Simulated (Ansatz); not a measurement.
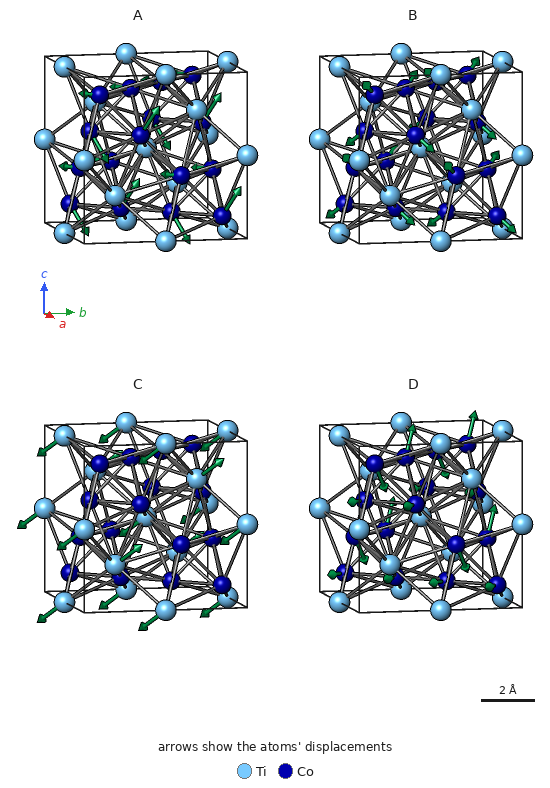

Four optical modes of a crystal of TiCo2 relaxed at 6 GPa at the zone centre, in no order (one member of each degenerate set). The green arrows are the displacements of the atoms (eigenvector over the root of the mass), of arbitrary overall length and sign. Style: ball-and-stick. Shown: the conventional cell (4 times the calculation's cell), slightly off an axis. Lengths and directions refer to the drawn axes.

All numbers below come from DFT LDA, scalar-relativistic, plane waves, PAW in Ansatz 0.2.0. (plane-wave cutoff 420 eV; k-point mesh 10 × 10 × 10; occupations fermi dirac; smearing width 0.15 eV; target pressure 6 GPa; no spin polarisation)

The frequencies depend somewhat on the k-mesh and the smearing.

Rank the modes by frequency, softest first.

Answer. A (28i cm⁻¹), C (252 cm⁻¹), D (328 cm⁻¹), B (427 cm⁻¹). A, T₂u: The Ti atoms stay at rest; atoms of one kind move against one another, with no net shift of their sublattice. C, T₂g: The Co atoms stay at rest; all motion is along [1 1 1]; atoms of one kind move against one another, with no net shift of their sublattice. D, T₁u: The kinetic energy is shared as Co 97 %, Ti 3 %. B, A₂u: The Ti atoms stay at rest; atoms of one kind move against one another, with no net shift of their sublattice. The crystal is metallic in this run.

Limits of the set-up: an element that often carries a moment was run without spin polarisation.
